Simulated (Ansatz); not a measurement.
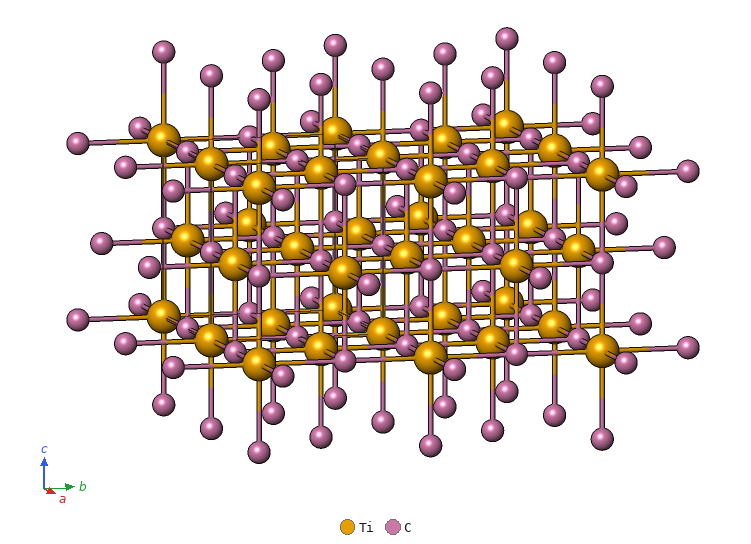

A ball-and-stick rendering, viewed slightly off an axis. The solid frame is a single conventional unit cell within a 2×2×1 block. Some neighbours outside the box are added.

- The formula is TiC.
- It is face-centred cubic, space group Fm-3m (No. 225).
- Among the common structure types it is rock salt (NaCl type).
- One cell contains 4 Ti, 4 C, 8 atoms in all.
- The Ti atoms are each bonded to six C in an octahedral arrangement. The coordination shell of C holds six Ti in an octahedral arrangement. Not all metal-metal contacts are counted.
- The bonds build a three-dimensional framework.

The starting point was a structure listed in the Materials Project. It was relaxed with DFT r2SCAN, scalar-relativistic, plane waves, PAW (Ansatz 0.2.0) under a constraint or pressure on the cell, so some stress remains.
